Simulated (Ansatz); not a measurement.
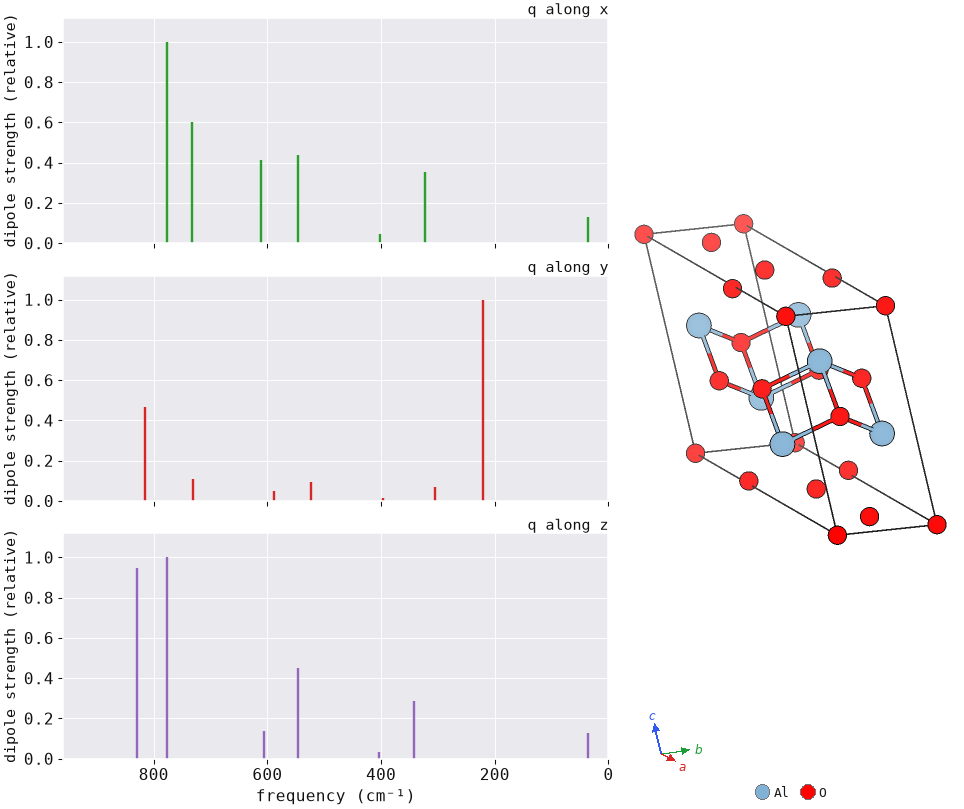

The picture above shows the polar optical modes, transverse and longitudinal, for each direction of approach to the zone centre for Al₂O₅, space group C2/m (No. 12) (cell built by us, not taken from a database). Each panel is scaled to its strongest line. Modes with imaginary frequency are left out of the spectrum. The conventional cell is drawn beside the plot.

Starting cell:
```xyz
7
Lattice="4.8758 -1.4926 -0.8843 4.8758 1.4926 -0.8843 -5.2490 0.0000 6.4162" Properties=species:S:1:pos:R:3 pbc="T T T"
Al    0.4248    0.0000    3.6711
Al    4.0778    0.0000    0.9765
O     0.8549    0.0000    5.3999
O     3.6477    0.0000   -0.7523
O     0.0000    0.0000    0.0000
O    -1.1942    0.0000    2.7078
O     5.6967    0.0000    1.9398
```

Computed with Ansatz 0.2.0: optical phonons of an insulator on the approach to the zone centre along x, y and z with the field of polar modes, imaginary frequencies are negative, field response on a mesh refined by the program; plane waves with PAW datasets. Level: PBEsol, no spin polarisation.

wave cutoff 420 eV; k mesh 12×12×8; occupations fixed; pressure 0 GPa.

> Where do the polar lines stronger than 2 % of the strongest lie for each direction?

Along x the polar lines lie at 323.5, 546.2, 612.1, 732.1, 776.1 cm⁻¹; along y the polar lines lie at 221.3, 304.3, 523.3, 588.8, 731.3, 815.7 cm⁻¹; along z the polar lines lie at 342.1, 546.0, 776.1, 829.8 cm⁻¹.

Keep in mind: a crossing between the sampled k points may be missed; field response not converged on the k mesh.
